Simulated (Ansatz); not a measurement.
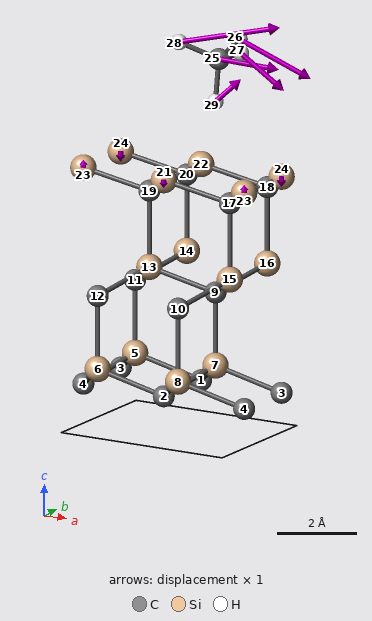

A constrained relaxation of a slab of composition Si₁₂H₄C₁₃ (cut from the F-43m phase). The starting structure is drawn; purple arrows show the displacements, at their true length.

Style: ball-and-stick. Shown: the cell of the calculation, outlined in the plane, without the vacuum (origin shifted), slightly off an axis.

Case: 1 CH4 a cell, tilted, over a hollow Si-C site. The slab is the (1 1 1) face of SiC with CH4 on it. 12 atoms are held fixed.

The calculation used Ansatz 0.2.0, DFT PBE+D3(BJ), scalar-relativistic, plane waves, PAW.

The input:
```yaml
crystal:
  lattice:
    - [6.1499993378, 0.0, 0.0]
    - [-3.0749996689, 5.3260556598, 0.0]
    - [0.0, 0.0, 25.199535111]
  atoms:
    - { symbol: C, position: [0.5, 0.0, 0.3174661741] }
    - { symbol: C, position: [0.5, 0.5, 0.3174661741] }
    - { symbol: C, position: [0.0, 0.0, 0.3174661741] }
    - { symbol: C, position: [0.0, 0.5, 0.3174661741] }
    - { symbol: Si, position: [0.1666666667, 0.8333333333, 0.3423746367] }
    - { symbol: Si, position: [0.1666666667, 0.3333333333, 0.3423746367] }
    - { symbol: Si, position: [0.6666666667, 0.8333333333, 0.3423746367] }
    - { symbol: Si, position: [0.6666666667, 0.3333333333, 0.3423746367] }
    - { symbol: C, position: [0.6666666667, 0.8333333333, 0.4171000247] }
    - { symbol: C, position: [0.6666666667, 0.3333333333, 0.4171000247] }
    - { symbol: C, position: [0.1666666667, 0.8333333333, 0.4171000247] }
    - { symbol: C, position: [0.1666666667, 0.3333333333, 0.4171000247] }
    - { symbol: Si, position: [0.3333333333, 0.6666666667, 0.4401994713] }
    - { symbol: Si, position: [0.3333333333, 0.1666666667, 0.4401994713] }
    - { symbol: Si, position: [0.8333333333, 0.6666666667, 0.4401994713] }
    - { symbol: Si, position: [0.8333333333, 0.1666666667, 0.4401994713] }
    - { symbol: C, position: [0.8333333333, 0.6666666667, 0.5182715512] }
    - { symbol: C, position: [0.8333333333, 0.1666666667, 0.5182715512] }
    - { symbol: C, position: [0.3333333333, 0.6666666667, 0.5182715512] }
    - { symbol: C, position: [0.3333333333, 0.1666666667, 0.5182715512] }
    - { symbol: Si, position: [0.5, 0.5, 0.5388224106] }
    - { symbol: Si, position: [0.5, 0.0, 0.5388224106] }
    - { symbol: Si, position: [0.0, 0.5, 0.5388224106] }
    - { symbol: Si, position: [0.0, 0.0, 0.5388224106] }
    - { symbol: C, position: [0.6853887592, 0.8370962828, 0.6564595014] }
    - { symbol: H, position: [0.7280409918, 1.0236498393, 0.6716423212] }
    - { symbol: H, position: [0.8398505208, 0.8019027679, 0.6673962111] }
    - { symbol: H, position: [0.5069943677, 0.6894818289, 0.6741582406] }
    - { symbol: H, position: [0.6666666667, 0.8333333333, 0.6126332961] }
basis:
  ecutwfc: 420
kpoints:
  mp_grid: { grid: [3, 3, 1] }
hamiltonian:
  xc: pbe
  dispersion: d3bj
scf:
  occupations: { method: gaussian, width: 0.05 }
output:
  forces: true
  eigenvalues: true
  write_density: true
  write_potential: true
  elf: true
  volumetric_format: npy
relax:
  adjacent_minimum: "off"
  f_tol: 0.04
  max_steps: 100
  constraints: [{ sites: [0, 1, 2, 3, 4, 5, 6, 7, 8, 9, 10, 11] }]
efield:
  axis: 3
  dipole_correction: true
  ramp_width: 0.04
```

Launched with:
```bash
ansatz run input.yaml --threads 2 --pin off --max-ram 5120MiB --backend cpu --events-out ev --progress --plain --runs-dir out
```

Which element moves most?

Hydrogen: up to 2.64 Å, against 1.60 Å for carbon.

What happened in the run?

The largest move is that of H28, 2.64 Å at 81° to the normal (+c side). Largest moves by element: H 2.64 Å, C 1.60 Å, Si 0.27 Å. The cell stays as it was. Some distances before and after: C18–Si24 1.849 → 1.799 Å, C17–Si23 1.849 → 1.895 Å, C17–Si24 1.849 → 1.809 Å, C18–Si22 1.849 → 1.889 Å. Bond angles that change, for instance: Si15–C17–Si24 106.3° → 97.0°, Si15–C17–Si21 106.3° → 99.1°, C17–Si24–C18 112.5° → 119.6°. The energy falls by 0.243 eV per cell of the calculation in 27 accepted moves (29 points after the start). The largest force component goes from 0.64 to 0.022 eV/Å. The line search rejected the trial step at point 4 of the run. 1 step only repeated the SCF at the same geometry. The forces were under the threshold at step 11, but the run went on from there. The run took 16 min on 2 threads of Arm Neoverse V1, on a shared host, peak memory 1.2 GiB.

Limits of the set-up: the periodic images lie only 6.1 Å apart, so the values are limited by the cell's size.
